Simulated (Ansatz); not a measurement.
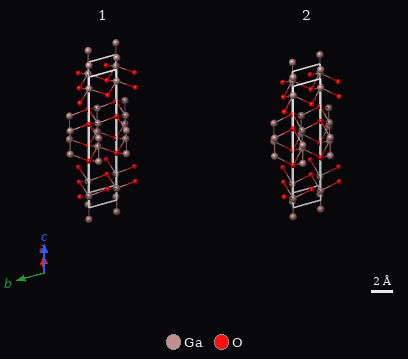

Two geometries of a crystal of GaO (a generated structure, set up in P-6m2) (coarse preliminary run), drawn at one scale. One is the start of a relaxation, the other its converged end. A ball-and-stick model of the cell of the calculation, seen from a free direction.

These are results of DFT PBE, scalar-relativistic, plane waves, PAW in Ansatz, not measurements. Set-up: plane-wave cutoff 420 eV; k-point mesh 6 × 6 × 2; occupations gaussian; smearing width 0.1 eV; no spin polarisation; cell and atoms relaxed; force threshold 0.05 eV/Å; at most 80 steps.

**Which geometry has the lower energy?**

Structure 1 is the relaxed one. After 6 accepted moves (8 points after the start) the energy has fallen by 579 meV per atom. Largest force component: 11 eV/Å at the start, 0.022 eV/Å at the end. The pressure goes from 8.71 to −0.06 GPa. At 2 points the geometry stayed and the basis and grid were re-selected for the new cell (energy shift of 4.5 meV per atom at most each time). The largest moves relative to the cell, 0.20 Å, are those of Ga atoms. By element the largest moves are Ga 0.20 Å, O 0.13 Å. Cell: a = b 3.075 → 3.105 Å (+1.0 %), c 13.077 → 14.071 Å (+7.6 %). Volume +9.7 %. Near-neighbour distances that change, for instance: Ga–Ga 1.962 → 2.507 Å, Ga–O 2.028 → 1.935 Å. Among the angles between lasting bonds that change: Ga–O–Ga 98.6° → 106.7°, O–Ga–O 98.6° → 106.7°, Ga–Ga–O 118.9° → 112.1°. The space group stays P-6m2 (No. 187). The run took 45 s on 2 threads of Intel(R) Xeon(R) Platinum 8259CL CPU @ 2.50GHz (Skylake/Cascade Lake), on a shared host, peak memory 0.45 GiB.

Limits of the set-up: layers or molecules are held without a dispersion correction, so their spacing is unreliable.
